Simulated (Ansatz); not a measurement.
## AlGa2N2: a changed input and its effect

System: AlGa2N2 (I4/mmm, 5 atoms in the cell).
Method of the first run: DFT PBE, scalar-relativistic, plane waves, PAW, no spin polarisation (Ansatz 0.2.0).

The structure was made by a generator, so it may or may not be a known phase. Text and figures count atoms from 1; the logs count them from 0 in places.

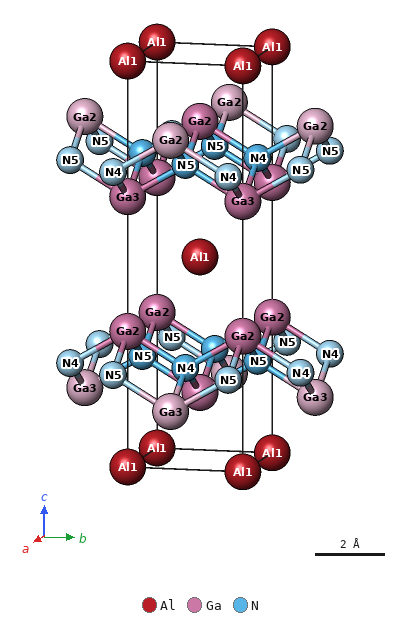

Figure 1. The structure (ball-and-stick view of the cell 2 times as large as that of the calculation, set on its symmetry axes, seen slightly off an axis; neighbours outside the cell are drawn fainter; atoms are numbered from 1 in the order of the input). An atom can appear more than once, as a periodic image.

### Input file, the first run
```yaml
crystal:
  lattice:
    - [-1.72830153, 1.72830153, 5.98430018]
    - [1.72830153, -1.72830153, 5.98430018]
    - [1.72830153, 1.72830153, -5.98430018]
  atoms:
    - { symbol: Al, position: [0.0, 0.0, 0.0] }
    - { symbol: Ga, position: [0.33397138, 0.33397138, 0.0] }
    - { symbol: Ga, position: [0.66602862, 0.66602862, 0.0] }
    - { symbol: "N", position: [0.75, 0.25, 0.5] }
    - { symbol: "N", position: [0.25, 0.75, 0.5] }
basis:
  ecutwfc: 420
kpoints:
  mp_grid: { grid: [8, 8, 8] }
hamiltonian:
  xc: pbe
scf:
  occupations: { method: gaussian, width: 0.1 }
  lower_state_search: "off"
output:
  forces: true
  stress: true
  eigenvalues: true
```

Command:
```bash
ansatz run input.yaml --threads 1 --pin off --max-ram 2560MiB --backend cpu --events-out ev --progress --plain --runs-dir out
```

Hardware: 1 thread of Intel Xeon @ 2.50GHz (Skylake/Cascade Lake), 189 GiB of memory available, shared host.

### Output, shortened to warnings, some set-up lines, iterations and results (the first run)
```
Basis set: ecut = 420 eV, 1403 PW (Γ), FFT grids on a1+a3, a2+a3, a3, exchange–correlation on 48×48×90 points (8 copies of the dense FFT grid, shifted against one another)
Symmetry: 16 space group operations
k-points: 59 of 512
Initial density: superposition of atomic densities (neutral atoms: chi_scale 0, normalization atom), corrected by the library's trained network
[...]
SCF iter   1: F=—  HF=-8867.437625 eV  |F-HF|=—  |Δ(HF+E_count)|=         —  Δρ=5.17e-3  dr2=4.48e-2  ethr=1.77e-3  ⟨swp⟩=5.6  Hψ=6251  notcnv=0
SCF iter   2: F=—  HF=-8867.434434 eV  |F-HF|=—  |Δ(HF+E_count)|=   3.19e-3  Δρ=2.60e-3  dr2=1.40e-2  ethr=1.15e-4  ⟨swp⟩=1.0  Hψ=1947  notcnv=0
SCF iter   3: F=—  HF=-8867.432403 eV  |F-HF|=—  |Δ(HF+E_count)|=   2.03e-3  Δρ=6.72e-4  dr2=5.29e-4  ethr=3.58e-5  ⟨swp⟩=1.2  Hψ=1445  notcnv=0
SCF iter   4: F=—  HF=-8867.432324 eV  |F-HF|=—  |Δ(HF+E_count)|=   7.88e-5  Δρ=1.53e-4  dr2=1.37e-5  ethr=1.36e-6  ⟨swp⟩=2.2  Hψ=1944  notcnv=0
SCF iter   5: F=—  HF=-8867.432347 eV  |F-HF|=—  |Δ(HF+E_count)|=   2.30e-5  Δρ=9.88e-5  dr2=4.72e-6  ethr=3.51e-8  ⟨swp⟩=2.0  Hψ=2590  notcnv=0
SCF iter   6: F=—  HF=-8867.432342 eV  |F-HF|=—  |Δ(HF+E_count)|=   5.31e-6  Δρ=3.20e-5  dr2=6.44e-7  ethr=1.21e-8  ⟨swp⟩=2.0  Hψ=2489  notcnv=0
SCF iter   7: F=-8867.432342 eV  HF=-8867.432342 eV  |F-HF|=1.09e-8  |Δ(HF+E_count)|=   4.15e-7  Δρ=5.60e-6  dr2=2.79e-8  ethr=2.56e-10  ⟨swp⟩=7.1  Hψ=6375  notcnv=0
SCF 1 converged in 7 iterations: F = -8867.432342 eV  dr2 = 2.79e-8
SCF converged after 7 iterations
Free energy (F): -8867.432342 eV
Harris-Foulkes:  -8867.432342 eV  (|F-HF|=1.09e-8)
Internal energy: -8867.413750 eV  (E = F + TS)
E sigma→0 (E₀):  -8867.423046 eV
Entropy (-TS):   -0.018592 eV (-3.718 meV/atom)
Fermi energy:    8.421329 eV
--- Per-component energies (eV) ---
  E_band       = -79.154362
  E_kinetic    = 509.606255
  E_local      = -5513.707968  (includes V_loc(G=0)·N_el)
  E_nonlocal   = 960.816734
  E_hartree    = 2565.776454
  E_xc         = -294.276249
  E_vxc        = -293.035872  (∫ρ·V_xc dr)
  E_paw        = -4705.028204  (= ΣΔE_a)
  E_vpaw       = -874.390953  (= ΣTr[D̂ρ^β])
  E_aug_tail   = 0.000013  (compensation charges beyond the density's cutoff)
  E_ewald      = -2390.600786
  E_smearing   = -0.018592  (= −TS)
  E_closure    = -0.000000  (closes the sum)
  Σ components = -8867.432342   (vs F -8867.432342, Δ=0.00e0)
--- Forces (eV/Å), atoms counted from 1 ---
  atom   1  Al    -0.00000000     0.00000000     0.00000000
  atom   2  Ga     0.00000000     0.00000000    -0.05552522
  atom   3  Ga     0.00000000    -0.00000000     0.05552522
  atom   4  N     -0.00000000    -0.00000000     0.00000000
  atom   5  N      0.00000000    -0.00000000     0.00000000
  max |Σ_I F_I| component: 5.64e-18 eV/Å
--- Stress (GPa, compression-positive) ---
       12.660047       0.000000       0.000000
        0.000000      12.660047       0.000000
        0.000000       0.000000      -1.239233
  P = ⅓ Tr σ = 8.0270 GPa (80.270 kbar)
```

For the second run the input was changed thus:
```diff
-    - { symbol: "N", position: [0.75, 0.25, 0.5] }
-    - { symbol: "N", position: [0.25, 0.75, 0.5] }
+    - { symbol: "N", position: [0.75, 0.25, 0.5], spin: 1.0 }
+    - { symbol: "N", position: [0.25, 0.75, 0.5], spin: 1.0 }
+  populations: true
+magnetization:
+  spin_polarized: true
```

Predict how the results change.

The energy is the same within 0.01 meV per atom. With spin allowed, the absolute moment of the cell comes to 0.00 μB. The SCF takes 21 iterations against 7. On the same kind of shared host the second run took about 4.9 times as long. The two runs start from different initial densities, which also moves the count.

### Output, shortened to warnings, some set-up lines, iterations and results (the second run)
```
WARN: the starting moments were not kept: the SCF closed with an absolute magnetisation of 3.2e-6 μB, where they sum to 2 μB in size (2 sites). That is at most 0.1 of that sum. Measured as dr2_m measures the in/out step, that magnetisation stands 1.7e-12 eV from none, at or under the dr2_threshold of 1.0e-7 eV: it is no larger than a step whose dr2_m would equal this threshold. The system may …
Basis set: ecut = 420 eV, 1403 PW (Γ), FFT grids on a1+a3, a2+a3, a3, exchange–correlation on 48×48×90 points (8 copies of the dense FFT grid, shifted against one another)
Symmetry: 16 space group operations
k-points: 59 of 512
Initial density: superposition of atomic densities (chi_scale 0.1, normalization cell, long waves kept (reshape's long-wave potential 0.53 eV rms))
[...]
SCF iter   1: F=—  HF=-8867.532338 eV  |F-HF|=—  |Δ(HF+E_count)|=         —  Δρ=3.67e-2 (↑2.78e-2 ↓3.67e-2)  dr2=1.38e0  dr2_m=1.92e-1  M=1.001 μB ∫|m|=1.105 μB  β_m=0.30  …
SCF iter   2: F=—  HF=-8867.415933 eV  |F-HF|=—  |Δ(HF+E_count)|=   1.16e-1  Δρ=2.42e-2 (↑2.22e-2 ↓2.42e-2)  dr2=5.94e-1  dr2_m=1.56e-1  M=0.877 μB ∫|m|=0.956 μB  β_m=0.30  …
SCF iter   3: F=—  HF=-8867.391693 eV  |F-HF|=—  |Δ(HF+E_count)|=   2.42e-2  Δρ=1.77e-2 (↑1.77e-2 ↓1.71e-2)  dr2=3.76e-1  dr2_m=1.14e-1  M=0.782 μB ∫|m|=0.851 μB  β_m=0.30  …
SCF iter   4: F=—  HF=-8867.340211 eV  |F-HF|=—  |Δ(HF+E_count)|=   5.15e-2  Δρ=1.19e-2 (↑1.14e-2 ↓1.19e-2)  dr2=3.13e-2  dr2_m=8.08e-2  M=0.705 μB ∫|m|=0.767 μB  β_m=0.30  …
SCF iter   5: F=—  HF=-8867.365137 eV  |F-HF|=—  |Δ(HF+E_count)|=   2.49e-2  Δρ=1.04e-2 (↑9.46e-3 ↓1.04e-2)  dr2=1.48e-2  dr2_m=5.94e-2  M=0.636 μB ∫|m|=0.692 μB  β_m=0.30  …
[... 12 lines ...]
SCF iter  18: F=-8867.432342 eV  HF=-8867.432342 eV  |F-HF|=1.71e-8  |Δ(HF+E_count)|=   7.25e-7  Δρ=3.58e-6 (↑3.40e-6 ↓3.58e-6)  dr2=2.43e-9  dr2_m=7.47e-9  M=0.001 μB …
SCF iter  19: F=-8867.432342 eV  HF=-8867.432342 eV  |F-HF|=2.42e-10  |Δ(HF+E_count)|=   3.44e-8  Δρ=1.06e-6 (↑1.06e-6 ↓9.84e-7)  dr2=1.21e-9  dr2_m=5.77e-10  M=0.000 μB …
SCF iter  20: F=-8867.432342 eV  HF=-8867.432342 eV  |F-HF|=3.64e-12  |Δ(HF+E_count)|=   2.58e-9  Δρ=3.91e-7 (↑1.99e-7 ↓3.91e-7)  dr2=6.96e-11  dr2_m=4.95e-11  M=0.000 μB …
SCF iter  21: F=-8867.432342 eV  HF=-8867.432342 eV  |F-HF|=3.64e-12  |Δ(HF+E_count)|=  1.67e-10  Δρ=3.26e-8 (↑3.26e-8 ↓3.25e-8)  dr2=2.74e-12  dr2_m=3.64e-13  M=0.000 μB …
SCF 1 converged in 21 iterations: F = -8867.432342 eV  dr2 = 2.74e-12
SCF converged after 21 iterations
Magnetization: 0.0000 μB (19.5000 up, 19.5000 down)
Absolute magnetization: 0.0000 μB (∫|ρ↑−ρ↓|, with the PAW one-centre terms)
Spin contamination: 0.0000 ħ² per cell (⟨S²⟩ above its minimum at these occupations)
Per-site moments (μB) at R_I (Å): [(6.132357064782316e-7, 1.2993906351837246), (2.1885071031523896e-8, 0.8246999708734823), (2.1885071131211478e-8, 0.8246999708734825), (7.83223120793938e-7, 0.8246999708734823), (7.832231209035806e-7, 0.8246999708734823)]
Free energy (F): -8867.432342 eV
Harris-Foulkes:  -8867.432342 eV  (|F-HF|=3.64e-12)
Internal energy: -8867.413750 eV  (E = F + TS)
E sigma→0 (E₀):  -8867.423046 eV
Entropy (-TS):   -0.018593 eV (-3.719 meV/atom)
Fermi energy:    8.421312 eV
--- Per-component energies (eV) ---
  E_band       = -79.158610
  E_kinetic    = 509.606150
  E_local      = -5513.709939  (includes V_loc(G=0)·N_el)
  E_nonlocal   = 960.818006
  E_hartree    = 2565.778365
  E_xc         = -294.276235
  E_vxc        = -293.035843  (∫ρ·V_xc dr)
  E_paw        = -4705.029323  (= ΣΔE_a)
  E_vpaw       = -874.393769  (= ΣTr[D̂ρ^β])
  E_aug_tail   = 0.000013  (compensation charges beyond the density's cutoff)
  E_ewald      = -2390.600786
  E_smearing   = -0.018593  (= −TS)
  E_closure    = 0.000000  (closes the sum)
  Σ components = -8867.432342   (vs F -8867.432342, Δ=0.00e0)
--- Forces (eV/Å), atoms counted from 1 ---
  atom   1  Al     0.00000000     0.00000000     0.00000000
  atom   2  Ga     0.00000000     0.00000000    -0.05549044
  atom   3  Ga    -0.00000000     0.00000000     0.05549044
  atom   4  N      0.00000000     0.00000000     0.00000000
  atom   5  N      0.00000000    -0.00000000     0.00000000
  max |Σ_I F_I| component: 2.08e-17 eV/Å
--- Stress (GPa, compression-positive) ---
       12.660125       0.000000       0.000000
        0.000000      12.660125      -0.000000
        0.000000       0.000000      -1.239034
  P = ⅓ Tr σ = 8.0271 GPa (80.271 kbar)
--- Löwdin populations: 5 sites ---
  site symbol       q [e]    m [muB]
     0     Al      2.7308     0.0000
     1     Ga     12.5216    -0.0000
     2     Ga     12.5216    -0.0000
     3      N      5.5559     0.0000
     4      N      5.5559     0.0000
  spilling = 0.002926 (of n_electrons = 39.000000)
```

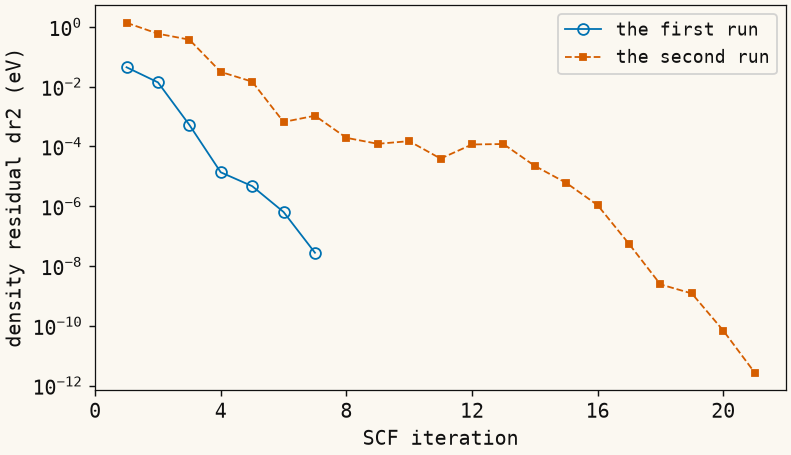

Figure 2. Convergence of the two runs: density residual dr2 against the SCF iteration. The first run takes 7 iterations in all, and the second run takes 21.

### The two runs side by side

```tsv
quantity	the first run	the second run
outcome	converged	converged
free energy per atom (eV)	−1773.4865	−1773.4865
energy per atom, smearing taken to zero (eV)	−1773.4846	−1773.4846
gap on the mesh (eV)	0.00	0.00
pressure (GPa)	8.03	8.03
largest force (eV/Å)	0.056	0.055
SCF iterations	7	21
irreducible k-points	59	59
plane waves at Γ	1403	1403
net moment of the cell (μB)	–	0.00
absolute moment of the cell (μB)	–	0.00
wall time (shared host)	11 s	53 s
```

For the first run: The cell holds an odd number of electrons but the run has no spin polarisation, so a band is left half filled. For the second run: Warnings: some starting moments were not kept.
